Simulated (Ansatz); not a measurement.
**Geometry relaxation of Ta2N (part 2 of 2)**

The same run, continued: Ta2N (P-3m1, 3 atoms in the cell); DFT PBE, scalar-relativistic, plane waves, PAW, no spin polarisation (Ansatz 0.2.0); cutoff 420 eV, 18×18×10 k-mesh, Gaussian smearing of 0.1 eV. The structure derives from a Materials Project entry. It belongs to a series of runs on one base structure; here: structure listed in a database for this formula (P-3m1, No. 164).

Geometry of the input (Å; fractional positions):
```
3.1129  0.0000  0.0000
-1.5564  2.6958  0.0000
0.0000  0.0000  4.8698
Ta 0.6667  0.3333  0.7453
Ta 0.3333  0.6667  0.2547
N  0.0000  0.0000  0.0000
```

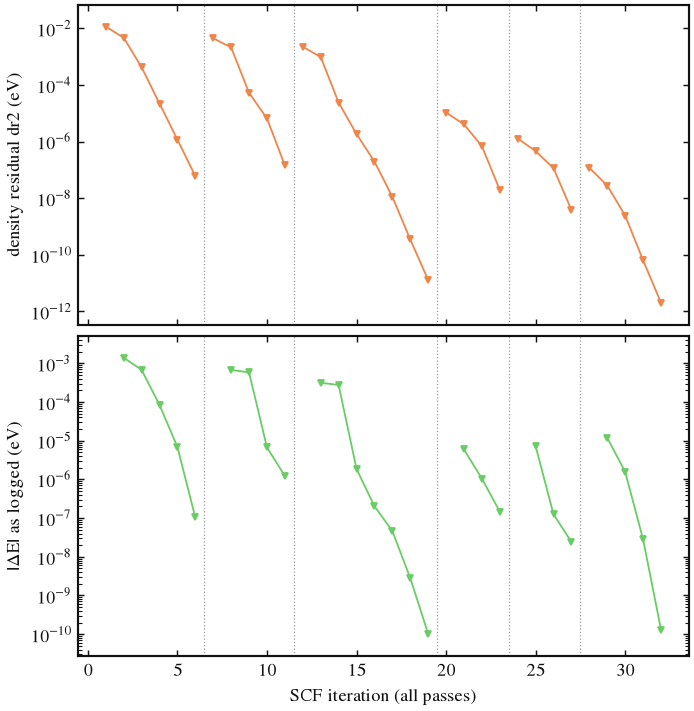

Figure 1. Convergence of the self-consistent field: density residual dr2 and size of the energy change against the SCF iteration. The dotted lines part the SCF passes of the relaxation: geometry steps, rejected trials and re-solves on a re-selected basis. The 6 passes take 4 to 8 iterations each, 32 in all.

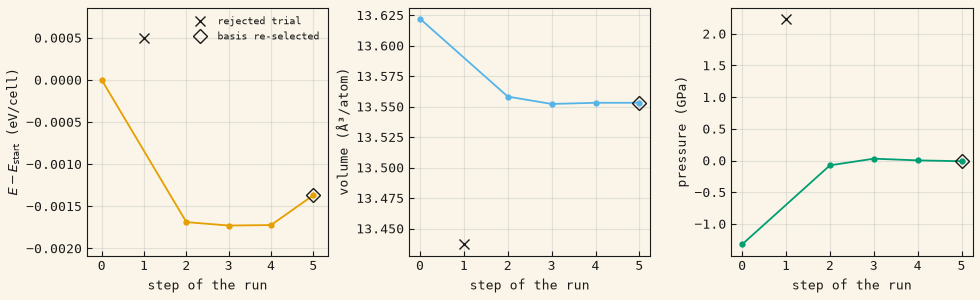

Figure 2. Progress of the relaxation, step by step (the first geometry is step 0 here and step 1 in the log). Over 4 geometry steps the energy falls by 1.7 meV per cell of the calculation. The largest force component goes from 0.034 to 0.0019 eV/Å. Pressure: −1.32 GPa at the start and −0.01 GPa at the end. The line search rejected the trial step at point 1 (counted from 0) and went back. The atoms keep their places relative to the cell (all moves are under 0.005 Å). A last SCF at the same geometry on a re-selected plane-wave basis shifts the energy by +0.4 meV per cell of the calculation.

```
basis re-selected at this cell: Δ(F+E_penalty+E_count) = +3.552e-4 eV, ΔP = -0.014 GPa vs the last step (what re-selecting the basis moved, of the pressure what is left beyond the Pulay correction that the steps carried, after the strain that the cell walked since its last selection, with what the two solves' SCF thresholds leave and, on support functions, any second-order correction that the steps lacked; it is no measure of the basis error at this ecutwfc). This SCF's stress stands 2.03e-2 GPa from its target on what of the cell is left free (relax.cell.stress_tol is 5.00e-2 GPa) and its largest allowed force component is 1.93e-3 eV/Å (relax.f_tol is 1.00e-2 eV/Å): within both
SCF converged after 5 iterations
Free energy (F): -20250.917203 eV
Harris-Foulkes:  -20250.917203 eV  (|F-HF|=7.28e-12)
Internal energy: -20250.910696 eV  (E = F + TS)
E sigma→0 (E₀):  -20250.913950 eV
Entropy (-TS):   -0.006507 eV (-2.169 meV/atom)
Fermi energy:    19.697695 eV
--- Per-component energies (eV) ---
  E_band       = -177.081078
  E_kinetic    = 864.432156
  E_local      = -1242.083284  (includes V_loc(G=0)·N_el)
  E_nonlocal   = 73.539560
  E_hartree    = 429.238217
  E_xc         = -498.158623
  E_vxc        = -486.075399  (∫ρ·V_xc dr)
  E_paw        = -16920.600728  (= ΣΔE_a)
  E_vpaw       = -245.370947  (= ΣTr[D̂ρ^β])
  E_aug_tail   = 0.000391  (compensation charges beyond the density's cutoff)
  E_ewald      = -2957.278386
  E_smearing   = -0.006507  (= −TS)
  E_closure    = 0.000000  (closes the sum)
  Σ components = -20250.917203   (vs F -20250.917203, Δ=0.00e0)
--- Forces (eV/Å), atoms counted from 1 ---
  atom   1  Ta    -0.00000000    -0.00000000     0.00192984
  atom   2  Ta    -0.00000000     0.00000000    -0.00192984
  atom   3  N      0.00000000    -0.00000000     0.00000000
  max |Σ_I F_I| component: 3.70e-17 eV/Å
--- Stress (GPa, compression-positive) ---
       -0.020288       0.000000       0.000000
        0.000000      -0.020288       0.000000
        0.000000       0.000000       0.009578
  P = ⅓ Tr σ = -0.0103 GPa (-0.103 kbar)
--- Band table (eV; the first three rows and the last of 330) ---
  k-point 0: bands = ["-48.8935", "-48.8167", "-15.9397", "-15.2037", "-15.2037", "-15.0809", "-15.0809", "-14.9754", "2.2635", "11.2828", "13.6825", "13.6825", "14.7133", "18.9946", "19.4734", "19.4734", "19.9507", "20.0343", "20.0343", "20.8527"]
  k-point 1: bands = ["-48.8917", "-48.8186", "-15.9179", "-15.2009", "-15.2009", "-15.0838", "-15.0838", "-15.0008", "2.2841", "11.2135", "13.6645", "13.6645", "14.8453", "18.7690", "19.3587", "19.3587", "20.1036", "20.1036", "20.1907", "21.0642"]
  k-point 2: bands = ["-48.8863", "-48.8241", "-15.8541", "-15.1925", "-15.1925", "-15.0922", "-15.0922", "-15.0738", "2.3389", "11.0439", "13.6189", "13.6189", "15.2047", "18.3597", "19.0943", "19.0943", "20.4166", "20.4166", "20.6208", "21.4871"]
  k-point 329: bands = ["-48.8132", "-48.8132", "-15.7329", "-15.7329", "-15.6140", "-15.5668", "-15.1403", "-15.1403", "3.1972", "12.0356", "12.0356", "13.3091", "17.2183", "17.7751", "17.7751", "20.3372", "20.5042", "20.5042", "23.7040", "23.7040"]
--- Relaxed structure (5 steps of the walk, 4 accepted, 1 SCFs on fresh bases) ---
  F+E_penalty+E_count = -20250.91720312 eV   max|allowed force component| = 1.930e-3 eV/Å   (the final SCF, on the basis selected at the relaxed cell)
  cell:  # Å, volume = 40.6596 Å³
    - [3.1011263897994246, 0.0, 0.0]
    - [-1.5505631948997123, 2.6856542339126253, -1.9293864114003742e-32]
    - [0.0, -3.4853272881543775e-32, 4.881949499761364]
  atoms:
    - { symbol: Ta, position: [0.6666666666666666, 0.3333333333333333, 0.7449004294324503] }
    - { symbol: Ta, position: [0.3333333333333333, 0.6666666666666666, 0.25509957056754984] }
    - { symbol: N, position: [-6.481118708943272e-35, 9.922418914247586e-37, -7.421201722229429e-21] }
```

**Trajectory as extended XYZ (Å, eV, eV/Å), 6 frames, from step=1 to step=6**
```
3
Lattice="3.1129 0.0000 0.0000 -1.5564 2.6958 0.0000 0.0000 0.0000 4.8698" Properties=species:S:1:pos:R:3:forces:R:3 step=1 energy=-20250.91583 pressure_GPa=-1.32
Ta    1.5564    0.8986    3.6294    0.0000   0.0000   0.0338
Ta    0.0000    1.7972    1.2404    0.0000   0.0000  -0.0338
N     0.0000    0.0000    0.0000    0.0000   0.0000   0.0000
3
Lattice="3.0898 0.0000 0.0000 -1.5449 2.6758 0.0000 0.0000 0.0000 4.8757" Properties=species:S:1:pos:R:3:forces:R:3 step=2 energy=-20250.91533 pressure_GPa=2.24 accepted=F
Ta    1.5449    0.8919    3.6262    0.0000   0.0000   0.0795
Ta    0.0000    1.7839    1.2495    0.0000   0.0000  -0.0795
N     0.0000    0.0000    0.0000    0.0000   0.0000   0.0000
3
Lattice="3.1016 0.0000 0.0000 -1.5508 2.6861 0.0000 0.0000 0.0000 4.8822" Properties=species:S:1:pos:R:3:forces:R:3 step=3 energy=-20250.91752 pressure_GPa=-0.07
Ta    1.5508    0.8954    3.6374    0.0000   0.0000  -0.0103
Ta    0.0000    1.7907    1.2448    0.0000   0.0000   0.0103
N     0.0000    0.0000    0.0000    0.0000   0.0000   0.0000
3
Lattice="3.1012 0.0000 0.0000 -1.5506 2.6858 0.0000 0.0000 0.0000 4.8813" Properties=species:S:1:pos:R:3:forces:R:3 step=4 energy=-20250.91756 pressure_GPa=0.03
Ta    1.5506    0.8952    3.6362    0.0000   0.0000  -0.0006
Ta    0.0000    1.7905    1.2451    0.0000   0.0000   0.0006
N     0.0000    0.0000    0.0000    0.0000   0.0000   0.0000
3
Lattice="3.1011 0.0000 0.0000 -1.5506 2.6857 0.0000 0.0000 0.0000 4.8819" Properties=species:S:1:pos:R:3:forces:R:3 step=5 energy=-20250.91756 pressure_GPa=0.00
Ta    1.5506    0.8952    3.6366    0.0000   0.0000   0.0018
Ta    0.0000    1.7904    1.2454    0.0000   0.0000  -0.0018
N     0.0000    0.0000    0.0000    0.0000   0.0000   0.0000
3
Lattice="3.1011 0.0000 0.0000 -1.5506 2.6857 0.0000 0.0000 0.0000 4.8819" Properties=species:S:1:pos:R:3:forces:R:3 step=6 energy=-20250.91720 pressure_GPa=-0.01
Ta    1.5506    0.8952    3.6366    0.0000   0.0000   0.0019
Ta    0.0000    1.7904    1.2454    0.0000   0.0000  -0.0019
N     0.0000    0.0000    0.0000    0.0000   0.0000   0.0000
```

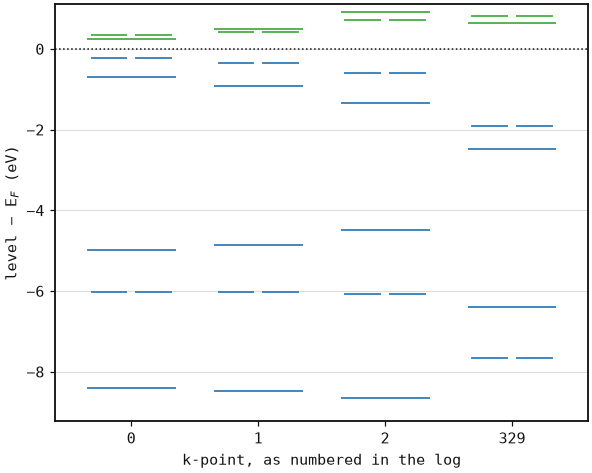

Figure 3. Kohn–Sham levels near the Fermi level (dotted) at the few k-points that the log prints; levels within 0.02 eV of each other stand side by side. The system is metallic on the full mesh.

**Key numbers**

```tsv
quantity	value
outcome	converged
space group (tolerance 0.01 Å)	P-3m1 (164)
electrons treated	31
free energy	−20250.9172 eV
Fermi energy	19.698 eV
gap on the k-point mesh	none (metallic)
pressure	−0.01 GPa
final volume	40.66 Å³
largest force (length of the vector) at the end	0.002 eV/Å
final cell	a = 3.101 Å, b = 3.101 Å, c = 4.882 Å, α = 90.00°, β = 90.00°, γ = 120.00°
wall time	42 s
peak memory	0.58 GiB
```

**Remarks**

Spin–orbit coupling is left out, which matters for Ta. The cell holds an odd number of electrons but the run has no spin polarisation, so it comes out as a metal.
